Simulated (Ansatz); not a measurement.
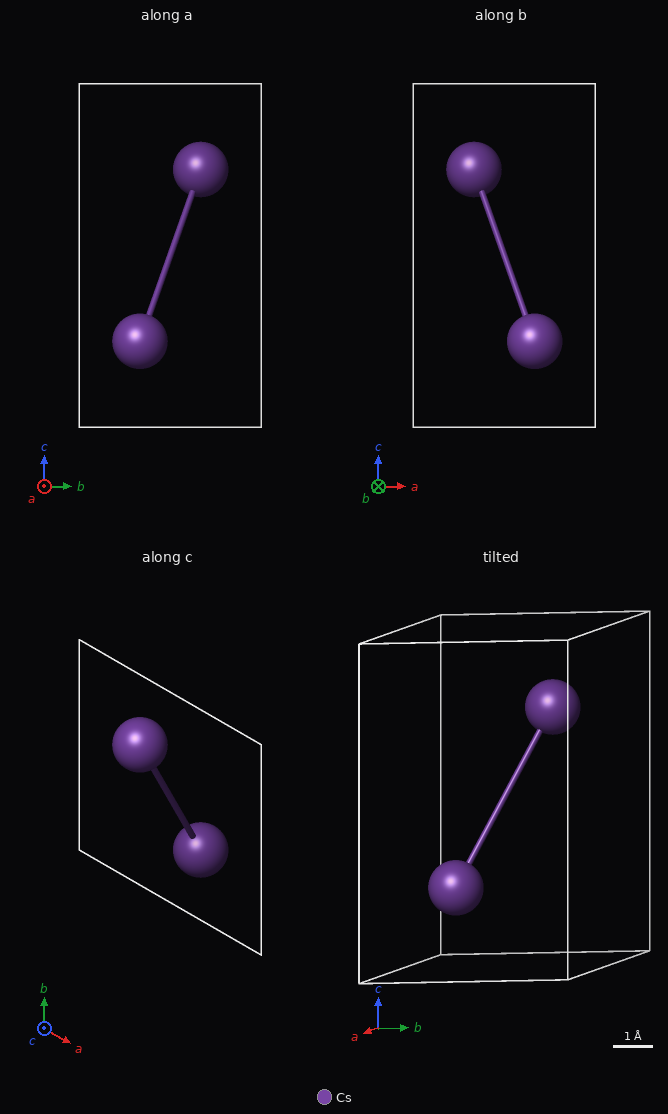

View along the a axis, along the b axis, along the c axis and slightly off an axis, drawn as a ball-and-stick model. The parallelepiped is the conventional unit cell.

Lattice parameters: a = 5.4988 Å, b = 5.4988 Å, c = 8.9814 Å, α = 90.000°, β = 90.000°, γ = 120.000°.

### Set out the cell and atoms as a CIF in P1 with every atom of the cell.

```cif
data_structure
_symmetry_space_group_name_H-M 'P 1'
_symmetry_Int_Tables_number 1
_cell_length_a 5.4988
_cell_length_b 5.4988
_cell_length_c 8.9814
_cell_angle_alpha 90.000
_cell_angle_beta 90.000
_cell_angle_gamma 120.000
_cell_volume 235.19
loop_
_atom_site_label
_atom_site_type_symbol
_atom_site_fract_x
_atom_site_fract_y
_atom_site_fract_z
_atom_site_occupancy
Cs1 Cs 0.3333 0.6667 0.7500 1
Cs2 Cs 0.6667 0.3333 0.2500 1
```

The initial geometry was a structure type filled with this element by a generator (whether the element takes this form wasn't checked). Earlier steps of the study may have refined or changed the cell and positions. A calculation with Ansatz used it as input.
